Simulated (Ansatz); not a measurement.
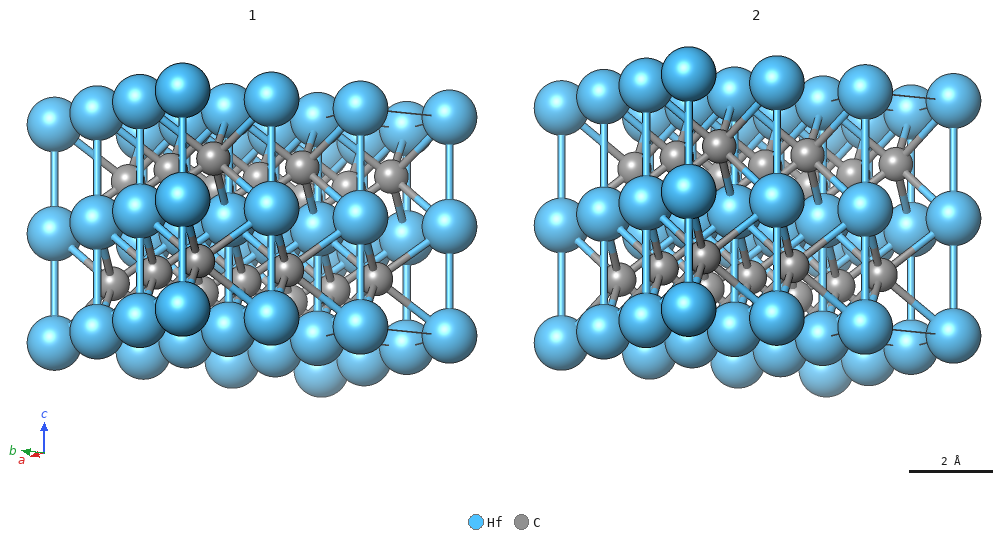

Two geometries of solid HfC (a generated structure, set up in P6_3/mmc), drawn at one scale. One is the start of a relaxation, the other its converged end. A ball-and-stick model of the cell of the calculation, repeated 3 × 3 × 1 with one cell outlined, seen from a free direction.

The calculation used Ansatz 0.2.0, DFT PBEsol, scalar-relativistic, plane waves, PAW. (plane-wave cutoff 420 eV; k-point mesh 12 × 12 × 9; occupations gaussian; smearing width 0.1 eV; no spin polarisation; cell and atoms relaxed; force threshold 0.01 eV/Å; at most 45 steps)

Which geometry has the lower energy?

Answer. Structure 2 is the relaxed one. Case: stacking AA. No atom moves by more than 0.005 Å relative to the cell. The volume changes by +5.9 %, with a = b 3.258 → 3.233 Å (−0.8 %), c 5.319 → 5.720 Å (+7.5 %). Near-neighbour distances that change, for instance: Hf–Hf 2.660 → 2.860 Å, C–Hf 2.304 → 2.351 Å, Hf–Hf 3.258 → 3.233 Å. Bond angles that change, for instance: Hf–C–Hf 70.5° → 74.9°, Hf–C–Hf 90.0° → 86.9°. The space group stays P6_3/mmc (No. 194). The energy falls by 134 meV per atom in 5 accepted moves (7 points after the start). All forces vanish by symmetry, so only the cell relaxes. The pressure goes from 17.18 to 0.00 GPa. The SCF was repeated twice at an unchanged geometry on a basis and grid sized afresh for the cell, which shifted the energy by 2.0 meV per atom at most. The run took 84 s on 1 thread of Arm Neoverse V1, with other jobs on the host, peak memory 0.43 GiB.
